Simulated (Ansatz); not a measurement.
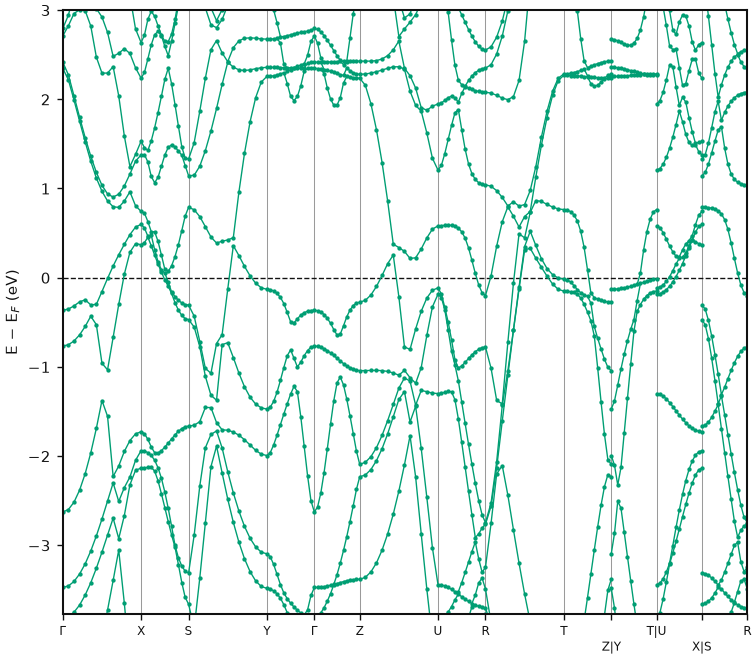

Band structure. Energies are counted from the Fermi level.

Which system does the plot belong to?
A. TiAl₃, space group Pmm2, 4 atoms in the cell (a = 2.84 Å, b = 4.68 Å, c = 4.90 Å, α = 90.00°, β = 90.00°, γ = 90.00°); PBEsol
B. NiAs-type HfN, space group P6_3/mmc, 4 atoms in the cell (a = 3.134 Å, c = 5.417 Å (hexagonal axes)); PBEsol
C. zincblende MgS, space group F-43m (No. 216), 2 atoms in the primitive cell (cubic a = 5.666 Å); r2SCAN50

A. A metal: bands cross the Fermi level along this path. At Z the nearest levels lie 0.27 eV below and 2.24 eV above the Fermi level. A primitive orthorhombic lattice: the path Γ–X–S–Y–Γ–Z–U–R–T–Z|Y–T|U–X|S–R runs through the special points of its Brillouin zone.

Ansatz 0.2.0; PBEsol, Ansatz PAW, no spin polarisation, no spin-orbit coupling, 9×6×6 k mesh, 420 eV cutoff, Fermi-Dirac smearing of 0.05 eV.

The PAW data sets were made with another functional. The k mesh is thin for a metal, so its Fermi level is uncertain. The cell comes from a database of computed structures, and whether it is the stable form of this composition wasn't checked. Bands are joined in order of energy, so crossings between the computed points show as kinks or gaps. In reduced coordinates of the cell that was run, X is (0.5, 0, 0), S is (0.5, 0.5, 0), Y is (0, 0.5, 0), Z is (0, 0, 0.5), U is (0.5, 0, 0.5), R is (0.5, 0.5, 0.5) and T is (0, 0.5, 0.5).
